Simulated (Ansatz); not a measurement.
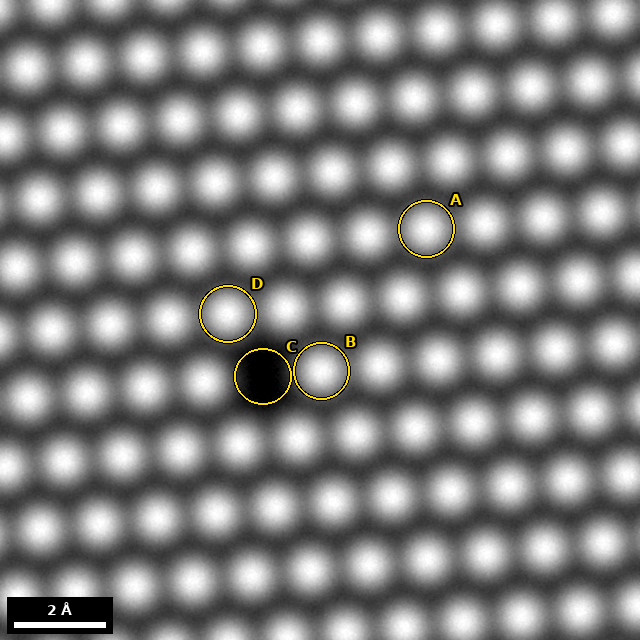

HAADF-like image of W (Fd-3m, No. 227) along [210]. Simulation: incoherent imaging, intensity Z^1.7 per atom, probe width 0.79 Å, thin sample. The display is stretched by a gamma of 0.65; percentages refer to the linear signal. Shot noise was added.

The sample is 1 repeat (12.9 Å) thick. One point defect was put into the perfect crystal, without relaxing the atoms around it. Brightness is counted from the darkest point of the image. Host structure: coordinates from a relaxation with Ansatz 0.2.0, DFT PBEsol, scalar-relativistic, plane waves, PAW; the starting structure was generated, so it need not be a known form of this composition.

Q: Which ringed column holds the defect, and does it scatter more or less than its equals?

C; it scatters less. The column holds 1 atom (W) through the sample, and one W atom is missing, so its peak vanishes.
